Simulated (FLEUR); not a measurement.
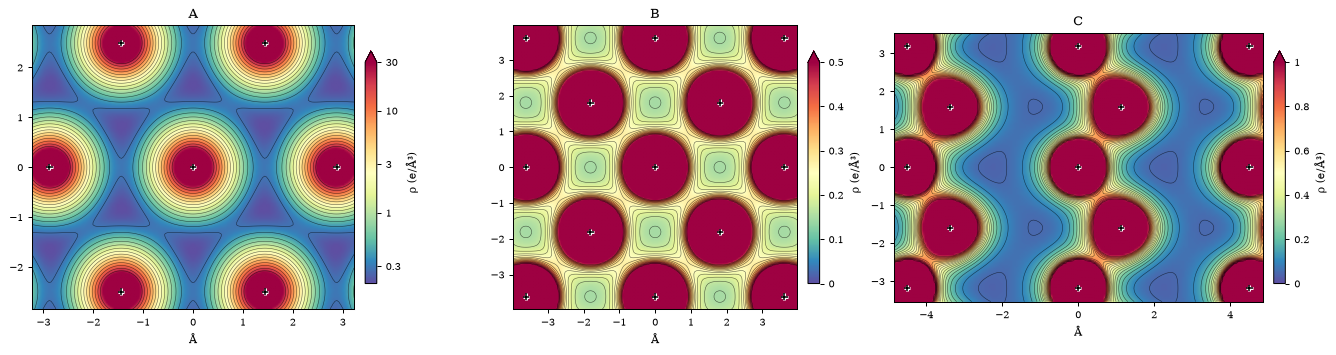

The total electron density of 3 systems, each on a plane through atoms (crosses mark nuclei in the plane).

These are results of Kohn-Sham DFT of a periodic cell, PBEsol, all-electron (FLEUR), not measurements.

System 1: Au, the (111) plane of the conventional cell. Space group Fm-3m.

```
Au
1.0
     4.07000    0.00000    0.00000
     0.00000    4.07000    0.00000
     0.00000    0.00000    4.07000
Au
4
Direct
  0.00000 0.00000 0.00000
  0.50000 0.50000 0.00000
  0.50000 0.00000 0.50000
  0.00000 0.50000 0.50000
```

System 2: GaN, the (110) plane of the conventional cell. Space group F-43m; a structure from a database of computed crystals, not necessarily the ambient phase.

```
Ga N
1.0
     4.50700    0.00000    0.00000
     0.00000    0.00000   -4.50700
     0.00000    4.50700    0.00000
Ga N
4 4
Direct
  0.50000 0.50000 0.00000
  0.00000 0.50000 0.50000
  0.00000 0.00000 0.00000
  0.50000 0.00000 0.50000
  0.25000 0.75000 0.25000
  0.75000 0.75000 0.75000
  0.75000 0.25000 0.25000
  0.25000 0.25000 0.75000
```

System 3: Cu, the (010) plane of the conventional cell. Space group Fm-3m.

```
Cu
1.0
     3.61500    0.00000    0.00000
     0.00000    3.61500    0.00000
     0.00000    0.00000    3.61500
Cu
4
Direct
  0.00000 0.00000 0.00000
  0.50000 0.50000 0.00000
  0.50000 0.00000 0.50000
  0.00000 0.50000 0.50000
```

**Which map belongs to which system?**

Panel A is system 1, Au: the plane holds Au. Au–Au (2.88 Å): ρ at the midpoint is about 0.29 e/Å³. Panel B is system 3, Cu: the plane holds Cu. Cu–Cu (2.56 Å): ρ is about 0.27 e/Å³ halfway. Panel C is system 2, GaN: the plane holds Ga and N. Ga–N (1.95 Å): ρ is about 0.74 e/Å³ halfway.
